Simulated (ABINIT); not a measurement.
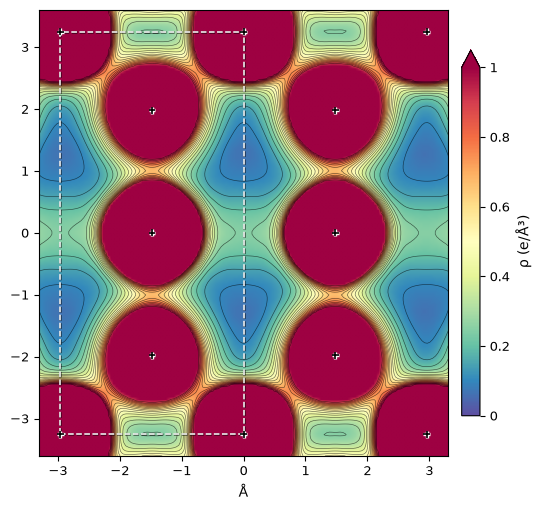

The valence pseudo-density on a plane through atoms (crosses mark nuclei in the plane).

Level of theory: Kohn-Sham DFT of a periodic cell, LDA, JTH PAW LDA v2.0 in ABINIT 10.8.3.

Candidates:
A. TiO$_{2}$, a = 4.60 Å, b = 4.60 Å, c = 2.96 Å, α = 90.00°, β = 90.00°, γ = 90.00°. Space group P4₂/mnm; a structure from a database of computed crystals, not necessarily the ambient phase; computed pressure about −8 GPa in this cell.
B. GaSb, a = 6.12 Å, b = 6.12 Å, c = 6.12 Å, α = 90.00°, β = 90.00°, γ = 90.00°. Space group F-43m; computed pressure about −2 GPa in this cell.
C. SnSe$_{2}$, a = 3.81 Å, b = 3.81 Å, c = 6.14 Å, α = 90.00°, β = 90.00°, γ = 120.00°. Space group P-3m1; not relaxed (largest force 0.5 eV/Å).

Question: Which system is this?

Answer: Candidate A: TiO$_{2}$ on the (110) plane of the conventional cell, which holds Ti and O. Ti–O (1.95 Å): the density is about 0.74 e/Å³ at the midpoint.
